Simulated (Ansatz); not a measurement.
Given this structure:

```
Cu
1.0
    11.57025    0.00000    0.00000
     0.00000    2.23821    0.00000
    -4.59562    0.00000   21.74339
Cu
1
Direct
  0.50000 0.50000 0.50000
```

> Interpret the file: composition, symmetry and coordination.

The element is copper. The cell holds one atom. Cu is coordinated by two Cu in a linear arrangement at 2.24 Å. The bonds build Cu chains along [010].

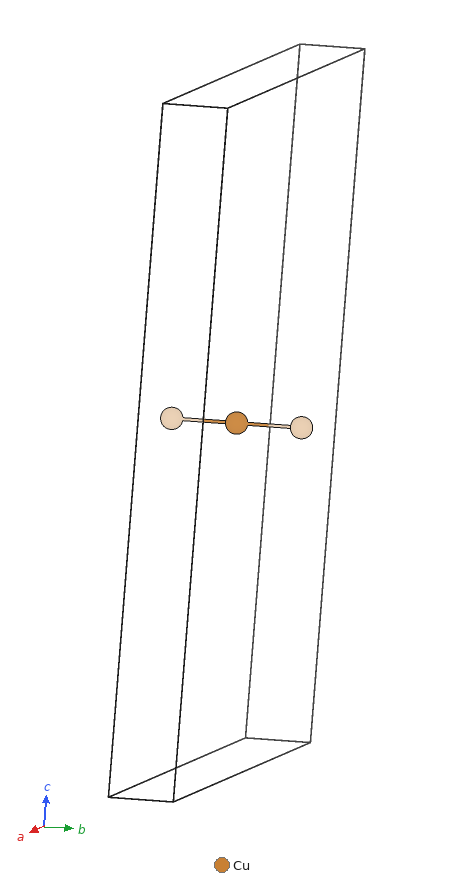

Shown here is a ball-and-stick view of the crystal, taken slightly off an axis. One simulation cell is outlined, and atoms on its boundary appear in each equivalent place. Every bond is drawn to its end, so some atoms lie outside the box, in fainter colours. Colours: copper orange.

The starting point was a structure listed in the Materials Project. Earlier steps of the study may have refined or changed the cell and positions. It was set up as input for a calculation with Ansatz.
